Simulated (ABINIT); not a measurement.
# C: geometry relaxation (part 2 of 3)

Continued. System: C (P6₃/mmc, 4 atoms in the cell). Method: Kohn-Sham DFT of a periodic cell, PBE, PseudoDojo NC SR PBE v0.5 stringent, no spin polarisation (ABINIT 10.8.3); cutoff 1115.67 eV, 9×9×5 k-mesh, fermi-dirac of 0.05 eV. The structure derives from an entry of the Crystallography Open Database.

Geometry of the input (Å; fractional positions):
```
2.5221  0.0000  0.0000
-1.2611  2.1842  0.0000
0.0000  0.0000  4.1186
C  0.6667  0.3333  0.9375
C  0.3333  0.6667  0.4375
C  0.6667  0.3333  0.5625
C  0.3333  0.6667  0.0625
```

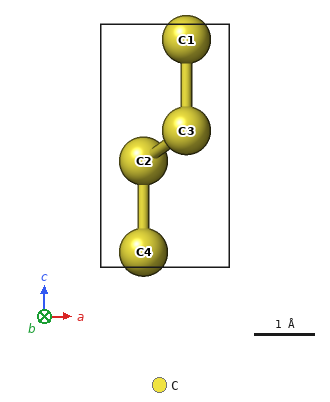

*The structure as given in the input (ball-and-stick view of the cell of the calculation, along the b axis; atoms are numbered from 1 in the order of the input). An atom can appear more than once, as a periodic image.*

### The program's output, continued
```
--- !ResultsGS
iteration_state: {dtset: 1, itime: 2, icycle: 1, }
comment   : Summary of ground state results
lattice_vectors:
- [  4.7430328,   0.0000000,   0.0000000, ]
- [ -2.3715164,   4.1075869,   0.0000000, ]
- [  0.0000000,   0.0000000,   7.9426149, ]
lattice_lengths: [   4.74303,    4.74303,    7.94261, ]
lattice_angles: [ 90.000,  90.000, 120.000, ] # degrees, (23, 13, 12)
lattice_volume:   1.5474136E+02
convergence: {deltae:  7.105E-15, res2:  2.557E-14, residm:  1.476E-04, diffor: null, }
etotal    :  -2.40715432E+01
entropy   :   0.00000000E+00
fermie    :   4.28785696E-01
cartesian_stress_tensor: # hartree/bohr^3
- [ -4.11029088E-05,   1.39160806E-13,   0.00000000E+00, ]
- [  1.39160806E-13,  -4.11029092E-05,   0.00000000E+00, ]
- [  0.00000000E+00,   0.00000000E+00,   2.24309280E-04, ]
pressure_GPa:  -1.3936E+00
xred      :
- [  6.6667E-01,   3.3333E-01,   9.3739E-01,  C]
- [  3.3333E-01,   6.6667E-01,   4.3739E-01,  C]
- [  6.6667E-01,   3.3333E-01,   5.6261E-01,  C]
- [  3.3333E-01,   6.6667E-01,   6.2606E-02,  C]
cartesian_forces: # hartree/bohr
- [  4.68356932E-28,   4.34288426E-28,  -6.68588356E-04, ]
- [ -2.69660052E-28,  -3.19570728E-28,  -6.68588356E-04, ]
- [ -4.96742201E-28,  -5.73588487E-29,   6.68588356E-04, ]
- [  2.98045321E-28,  -5.73588487E-29,   6.68588356E-04, ]
force_length_stats: {min:   6.68588356E-04, max:   6.68588356E-04, mean:   6.68588356E-04, }
...

 Integrated electronic density in atomic spheres:
 ------------------------------------------------
 Atom  Sphere_radius  Integrated_density
    1        2.00000          4.67300207
    2        2.00000          4.67300207
    3        2.00000          4.67300207
    4        2.00000          4.67300207

---OUTPUT-----------------------------------------------------------------------

 Cartesian coordinates (xcart) [bohr]
  2.37151641739257E+00  1.36919564200131E+00  7.44535693560392E+00
 -3.31722194719078E-11  2.73839128400263E+00  3.47404947116640E+00
  2.37151641739257E+00  1.36919564200131E+00  4.46856545770864E+00
 -3.31722194719078E-11  2.73839128400263E+00  4.97257993271120E-01
 Reduced coordinates (xred)
  6.66666666666667E-01  3.33333333333333E-01  9.37393667233777E-01
  3.33333333333333E-01  6.66666666666667E-01  4.37393667233777E-01
  6.66666666666667E-01  3.33333333333333E-01  5.62606332766223E-01
  3.33333333333333E-01  6.66666666666667E-01  6.26063327662228E-02
 Cartesian forces (fcart) [Ha/bohr]; max,rms= 6.68588E-04 3.86010E-04 (free atoms)
  4.68356932466285E-28  4.34288425905214E-28 -6.68588355740782E-04
 -2.69660052026043E-28 -3.19570728495381E-28 -6.68588355740782E-04
 -4.96742201100605E-28 -5.73588487097303E-29  6.68588355740782E-04
  2.98045320660363E-28 -5.73588487001024E-29  6.68588355740782E-04
 Gradient of E wrt nuclear positions in reduced coordinates (gred)
 -2.22143230910237E-27 -6.73161305788597E-28  5.31033985557875E-03
  1.27900648099833E-27  6.73161305788597E-28  5.31033985557875E-03
  2.35606457026009E-27 -9.42425828104035E-28 -5.31033985557875E-03
 -1.41363874215605E-27  9.42425828104035E-28 -5.31033985557875E-03
 Scale of Primitive Cell (acell) [bohr]
  4.74303283481831E+00  4.74303283490170E+00  7.94261492887504E+00
 Real space primitive translations (rprimd) [bohr]
  4.74303283481831E+00  0.00000000000000E+00  0.00000000000000E+00
 -2.37151641745891E+00  4.10758692600394E+00  0.00000000000000E+00
  0.00000000000000E+00  0.00000000000000E+00  7.94261492887504E+00
 Unitary Cell Volume (ucvol) [Bohr^3]=  1.54741357257272E+02
 Angles (23,13,12)= [degrees]
  9.00000000000000E+01  9.00000000000000E+01  1.20000000000112E+02
 Lengths [Bohr]
  4.74303283481831E+00  4.74303283490170E+00  7.94261492887504E+00
 Stress tensor in cartesian coordinates (strten) [Ha/bohr^3]
 -4.11029088262533E-05  1.39160806348522E-13  0.00000000000000E+00
  1.39160806348522E-13 -4.11029092041854E-05  0.00000000000000E+00
  0.00000000000000E+00  0.00000000000000E+00  2.24309280280759E-04
 Total energy (etotal) [Ha]= -2.40715431944379E+01

 Difference of energy with previous step (new-old):
           Absolute (Ha)=-7.81370E-04
           Relative     =-3.24609E-05

--- Iteration: ( 3/50) Internal Cycle: (1/1)
--------------------------------------------------------------------------------

---SELF-CONSISTENT-FIELD CONVERGENCE--------------------------------------------

--- !BeginCycle
iteration_state: {dtset: 1, itime: 3, icycle: 1, }
solver: {iscf: 7, nstep: 80, nline: 4, wfoptalg: 0, }
tolerances: {tolvrs: 1.00E-12, }
...

     iter   Etot(hartree)      deltaE(h)  residm     vres2
 ETOT  1  -24.071620573412    -2.407E+01 4.389E-02 1.652E-01
 ETOT  2  -24.071641387888    -2.081E-05 1.321E-04 1.374E-03
 ETOT  3  -24.071641512789    -1.249E-07 7.242E-06 6.187E-05
 ETOT  4  -24.071641516702    -3.913E-09 2.112E-05 4.974E-07
 ETOT  5  -24.071641516725    -2.322E-11 3.785E-06 2.625E-09
 ETOT  6  -24.071641516725    -1.776E-14 4.027E-06 3.372E-11
 ETOT  7  -24.071641516725     0.000E+00 2.258E-06 2.155E-13

 At SCF step    7       vres2   =  2.15E-13 < tolvrs=  1.00E-12 =>converged.

 Cartesian components of stress tensor (hartree/bohr^3)
  sigma(1 1)= -2.00813727E-06  sigma(3 2)=  0.00000000E+00
  sigma(2 2)= -2.00813765E-06  sigma(3 1)=  0.00000000E+00
  sigma(3 3)=  8.74365679E-06  sigma(2 1)=  1.40512377E-13

--- !ResultsGS
iteration_state: {dtset: 1, itime: 3, icycle: 1, }
comment   : Summary of ground state results
lattice_vectors:
- [  4.7474961,   0.0000000,   0.0000000, ]
- [ -2.3737480,   4.1114522,   0.0000000, ]
- [  0.0000000,   0.0000000,   7.9027871, ]
lattice_lengths: [   4.74750,    4.74750,    7.90279, ]
lattice_angles: [ 90.000,  90.000, 120.000, ] # degrees, (23, 13, 12)
lattice_volume:   1.5425532E+02
convergence: {deltae:  0.000E+00, res2:  2.155E-13, residm:  2.258E-06, diffor: null, }
etotal    :  -2.40716415E+01
entropy   :   0.00000000E+00
fermie    :   4.49505905E-01
cartesian_stress_tensor: # hartree/bohr^3
- [ -2.00813727E-06,   1.40512377E-13,   0.00000000E+00, ]
- [  1.40512377E-13,  -2.00813765E-06,   0.00000000E+00, ]
- [  0.00000000E+00,   0.00000000E+00,   8.74365679E-06, ]
pressure_GPa:  -4.6361E-02
xred      :
- [  6.6667E-01,   3.3333E-01,   9.3733E-01,  C]
- [  3.3333E-01,   6.6667E-01,   4.3733E-01,  C]
- [  6.6667E-01,   3.3333E-01,   5.6267E-01,  C]
- [  3.3333E-01,   6.6667E-01,   6.2673E-02,  C]
cartesian_forces: # hartree/bohr
- [ -3.54482285E-28,  -2.04660443E-28,  -3.58056426E-04, ]
- [  2.69406537E-28,   7.44964012E-28,  -3.58056426E-04, ]
- [  1.55972205E-28,   2.45592531E-29,   3.58056426E-04, ]
- [ -7.08964570E-29,  -5.64862822E-28,   3.58056426E-04, ]
force_length_stats: {min:   3.58056426E-04, max:   3.58056426E-04, mean:   3.58056426E-04, }
...

 Integrated electronic density in atomic spheres:
 ------------------------------------------------
 Atom  Sphere_radius  Integrated_density
    1        2.00000          4.68913294
    2        2.00000          4.68913294
    3        2.00000          4.68913294
    4        2.00000          4.68913294

---OUTPUT-----------------------------------------------------------------------

 Cartesian coordinates (xcart) [bohr]
  2.37374804763155E+00  1.37048407432055E+00  7.40749796679536E+00
 -3.32030097397110E-11  2.74096814864111E+00  3.45610440650742E+00
  2.37374804763155E+00  1.37048407432055E+00  4.44668271406844E+00
 -3.32030097397110E-11  2.74096814864111E+00  4.95289153780506E-01
 Reduced coordinates (xred)
  6.66666666666667E-01  3.33333333333333E-01  9.37327281347240E-01
  3.33333333333333E-01  6.66666666666667E-01  4.37327281347240E-01
  6.66666666666667E-01  3.33333333333333E-01  5.62672718652760E-01
  3.33333333333333E-01  6.66666666666667E-01  6.26727186527599E-02
 Cartesian forces (fcart) [Ha/bohr]; max,rms= 3.58056E-04 2.06724E-04 (free atoms)
 -3.54482285122650E-28 -2.04660442739443E-28 -3.58056426280008E-04
  2.69406536693214E-28  7.44964011559206E-28 -3.58056426280008E-04
  1.55972205453966E-28  2.45592531301073E-29  3.58056426280008E-04
 -7.08964570245299E-29 -5.64862821949870E-28  3.58056426280008E-04
 Gradient of E wrt nuclear positions in reduced coordinates (gred)
  1.68290326447149E-27 -7.40505376225447E-44  2.82964371404507E-03
 -1.27900648099833E-27 -2.42338070083895E-27  2.82964371404507E-03
 -7.40477436367456E-28  2.69264522315439E-28 -2.82964371404507E-03
  3.36580652894298E-28  2.15411617852351E-27 -2.82964371404507E-03
 Scale of Primitive Cell (acell) [bohr]
  4.74749609529631E+00  4.74749609537978E+00  7.90278712057586E+00
 Real space primitive translations (rprimd) [bohr]
  4.74749609529631E+00  0.00000000000000E+00  0.00000000000000E+00
 -2.37374804769796E+00  4.11145222296166E+00  0.00000000000000E+00
  0.00000000000000E+00  0.00000000000000E+00  7.90278712057586E+00
 Unitary Cell Volume (ucvol) [Bohr^3]=  1.54255318753249E+02
 Angles (23,13,12)= [degrees]
  9.00000000000000E+01  9.00000000000000E+01  1.20000000000112E+02
 Lengths [Bohr]
  4.74749609529631E+00  4.74749609537978E+00  7.90278712057586E+00
 Stress tensor in cartesian coordinates (strten) [Ha/bohr^3]
 -2.00813727215324E-06  1.40512377306593E-13  0.00000000000000E+00
  1.40512377306593E-13 -2.00813765376291E-06  0.00000000000000E+00
  0.00000000000000E+00  0.00000000000000E+00  8.74365679003238E-06
 Total energy (etotal) [Ha]= -2.40716415167252E+01

 Difference of energy with previous step (new-old):
           Absolute (Ha)=-9.83223E-05
           Relative     =-4.08458E-06

--- Iteration: ( 4/50) Internal Cycle: (1/1)
--------------------------------------------------------------------------------

---SELF-CONSISTENT-FIELD CONVERGENCE--------------------------------------------

--- !BeginCycle
iteration_state: {dtset: 1, itime: 4, icycle: 1, }
solver: {iscf: 7, nstep: 80, nline: 4, wfoptalg: 0, }
tolerances: {tolvrs: 1.00E-12, }
...

     iter   Etot(hartree)      deltaE(h)  residm     vres2
 ETOT  1  -24.071641908728    -2.407E+01 5.427E-07 1.681E-03
 ETOT  2  -24.071641999340    -9.061E-08 6.134E-07 4.019E-06
 ETOT  3  -24.071641999741    -4.011E-10 3.861E-06 1.349E-07
 ETOT  4  -24.071641999750    -8.772E-12 4.603E-07 1.518E-09
 ETOT  5  -24.071641999749     1.705E-13 1.277E-06 7.434E-12
 ETOT  6  -24.071641999750    -1.776E-13 3.650E-07 3.839E-14

 At SCF step    6       vres2   =  3.84E-14 < tolvrs=  1.00E-12 =>converged.

 Cartesian components of stress tensor (hartree/bohr^3)
  sigma(1 1)=  4.39318589E-07  sigma(3 2)=  0.00000000E+00
  sigma(2 2)=  4.39318207E-07  sigma(3 1)=  0.00000000E+00
  sigma(3 3)= -3.25931341E-07  sigma(2 1)=  1.40578923E-13

--- !ResultsGS
iteration_state: {dtset: 1, itime: 4, icycle: 1, }
comment   : Summary of ground state results
lattice_vectors:
- [  4.7477416,   0.0000000,   0.0000000, ]
- [ -2.3738708,   4.1116648,   0.0000000, ]
- [  0.0000000,   0.0000000,   7.9011232, ]
lattice_lengths: [   4.74774,    4.74774,    7.90112, ]
lattice_angles: [ 90.000,  90.000, 120.000, ] # degrees, (23, 13, 12)
lattice_volume:   1.5423879E+02
convergence: {deltae: -1.776E-13, res2:  3.839E-14, residm:  3.650E-07, diffor: null, }
etotal    :  -2.40716420E+01
entropy   :   0.00000000E+00
fermie    :   4.49420711E-01
cartesian_stress_tensor: # hartree/bohr^3
- [  4.39318589E-07,   1.40578923E-13,   0.00000000E+00, ]
- [  1.40578923E-13,   4.39318207E-07,   0.00000000E+00, ]
- [  0.00000000E+00,   0.00000000E+00,  -3.25931341E-07, ]
pressure_GPa:  -5.4204E-03
xred      :
- [  6.6667E-01,   3.3333E-01,   9.3728E-01,  C]
- [  3.3333E-01,   6.6667E-01,   4.3728E-01,  C]
- [  6.6667E-01,   3.3333E-01,   5.6272E-01,  C]
- [  3.3333E-01,   6.6667E-01,   6.2721E-02,  C]
cartesian_forces: # hartree/bohr
- [  2.69392609E-28,   2.21021851E-28,  -8.08487932E-05, ]
- [ -1.41785583E-29,  -1.39161906E-28,  -8.08487932E-05, ]
- [ -7.08927917E-29,  -4.09299724E-29,   8.08487932E-05, ]
- [ -1.84321258E-28,  -4.09299724E-29,   8.08487932E-05, ]
force_length_stats: {min:   8.08487932E-05, max:   8.08487932E-05, mean:   8.08487932E-05, }
...

 Integrated electronic density in atomic spheres:
 ------------------------------------------------
 Atom  Sphere_radius  Integrated_density
    1        2.00000          4.68909448
    2        2.00000          4.68909448
    3        2.00000          4.68909448
    4        2.00000          4.68909448

---OUTPUT-----------------------------------------------------------------------

 Cartesian coordinates (xcart) [bohr]
  2.37387077532262E+00  1.37055493118603E+00  7.40555763374268E+00
 -3.32050821605654E-11  2.74110986237206E+00  3.45499602671313E+00
  2.37387077532262E+00  1.37055493118603E+00  4.44612718734598E+00
 -3.32050821605654E-11  2.74110986237206E+00  4.95565580316426E-01
 Reduced coordinates (xred)
  6.66666666666667E-01  3.33333333333333E-01  9.37279097301682E-01
  3.33333333333333E-01  6.66666666666667E-01  4.37279097301682E-01
  6.66666666666667E-01  3.33333333333333E-01  5.62720902698319E-01
  3.33333333333333E-01  6.66666666666667E-01  6.27209026983184E-02
 Cartesian forces (fcart) [Ha/bohr]; max,rms= 8.08488E-05 4.66781E-05 (free atoms)
  2.69392608537330E-28  2.21021850869708E-28 -8.08487932399728E-05
 -1.41785583440700E-29 -1.39161906101266E-28 -8.08487932399728E-05
 -7.08927917203500E-29 -4.09299723835337E-29  8.08487932399728E-05
 -1.84321258472910E-28 -4.09299723849077E-29  8.08487932399728E-05
 Gradient of E wrt nuclear positions in reduced coordinates (gred)
 -1.27900648099833E-27 -2.69264522315439E-28  6.38796277097014E-04
  6.73161305788597E-29  5.38529044630877E-28  6.38796277097014E-04
  3.36580652894298E-28  6.67959325409581E-44 -6.38796277097014E-04
  8.75109697525176E-28 -2.69264522315439E-28 -6.38796277097014E-04
 Scale of Primitive Cell (acell) [bohr]
  4.74774155067844E+00  4.74774155076192E+00  7.90112321405911E+00
 Real space primitive translations (rprimd) [bohr]
  4.74774155067844E+00  0.00000000000000E+00  0.00000000000000E+00
 -2.37387077538903E+00  4.11166479355809E+00  0.00000000000000E+00
  0.00000000000000E+00  0.00000000000000E+00  7.90112321405911E+00
 Unitary Cell Volume (ucvol) [Bohr^3]=  1.54238788482852E+02
 Angles (23,13,12)= [degrees]
  9.00000000000000E+01  9.00000000000000E+01  1.20000000000112E+02
 Lengths [Bohr]
  4.74774155067844E+00  4.74774155076192E+00  7.90112321405911E+00
 Stress tensor in cartesian coordinates (strten) [Ha/bohr^3]
  4.39318588950008E-07  1.40578922549074E-13  0.00000000000000E+00
  1.40578922549074E-13  4.39318207184208E-07  0.00000000000000E+00
  0.00000000000000E+00  0.00000000000000E+00 -3.25931341273872E-07
 Total energy (etotal) [Ha]= -2.40716419997496E+01

 Difference of energy with previous step (new-old):
           Absolute (Ha)=-4.83024E-07
           Relative     =-2.00661E-08

--- Iteration: ( 5/50) Internal Cycle: (1/1)
--------------------------------------------------------------------------------

---SELF-CONSISTENT-FIELD CONVERGENCE--------------------------------------------

--- !BeginCycle
iteration_state: {dtset: 1, itime: 5, icycle: 1, }
solver: {iscf: 7, nstep: 80, nline: 4, wfoptalg: 0, }
tolerances: {tolvrs: 1.00E-12, }
...

     iter   Etot(hartree)      deltaE(h)  residm     vres2
 ETOT  1  -24.071642017208    -2.407E+01 2.547E-07 8.251E-05
 ETOT  2  -24.071642018428    -1.221E-09 2.399E-07 1.477E-07
 ETOT  3  -24.071642018435    -6.359E-12 3.080E-07 4.185E-09
 ETOT  4  -24.071642018434     4.974E-14 2.037E-07 3.812E-11
 ETOT  5  -24.071642018435    -2.558E-13 2.549E-07 5.995E-13

 At SCF step    5       vres2   =  5.99E-13 < tolvrs=  1.00E-12 =>converged.

 Cartesian components of stress tensor (hartree/bohr^3)
  sigma(1 1)= -5.37855120E-08  sigma(3 2)=  0.00000000E+00
  sigma(2 2)= -5.37858937E-08  sigma(3 1)=  0.00000000E+00
  sigma(3 3)= -2.87469225E-07  sigma(2 1)=  1.40579989E-13
```
